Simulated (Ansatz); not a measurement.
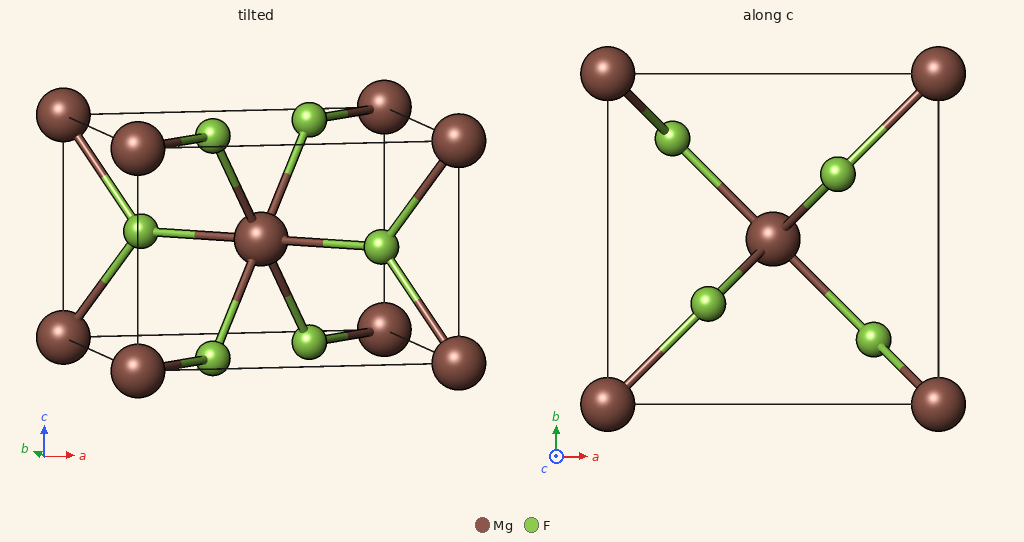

An orthographic ball-and-stick view of the structure, slightly off an axis and along the c axis. The lines enclose the conventional unit cell; boundary atoms appear with their images.

MgF$_{2}$, rutile, space group P4_2/mnm (No. 136), a = 4.622 Å, b = 4.622 Å, c = 3.137 Å, α = 90.00°, β = 90.00°, γ = 90.00°. Starting structure: a structure type filled with these elements by a generator (whether the compound takes this form wasn't checked). The cell was then strained or its atoms displaced on purpose. It was the input of a calculation with Ansatz.

This one geometry was computed with Ansatz (DFT, plane waves, PAW) at three levels of theory: PBE, HSE06 and r2SCAN. It was relaxed with r2SCAN and then strained.

Q: Which level gives the highest pressure at this volume, and what does that say about its equilibrium volume?

A: Highest: PBE (1.6 GPa), which points to the largest equilibrium volume. Lowest, with the smallest volume: r2SCAN (-3.1 GPa). Levels within 0.5 GPa of each other can't be told apart.

Q: How does the band gap change with the level of theory?

A: PBE: a gap of 6.92 eV, direct; r2SCAN: a gap of 7.82 eV, direct; HSE06: a gap of 9.21 eV, direct.

Q: Collect the results in a table.

A:
| level | cutoff (eV) | k-mesh of the run's cell | gap (eV) | pressure (GPa) |
| --- | --- | --- | --- | --- |
| PBE | 420 | 6×6×8 | 6.92 | 1.6 |
| HSE06 | 420 | 4×4×6 | 9.21 | -2.1 |
| r2SCAN | 500 | 6×6×8 | 7.82 | -3.1 |

Gaps are taken on the k-mesh or band path of each run.
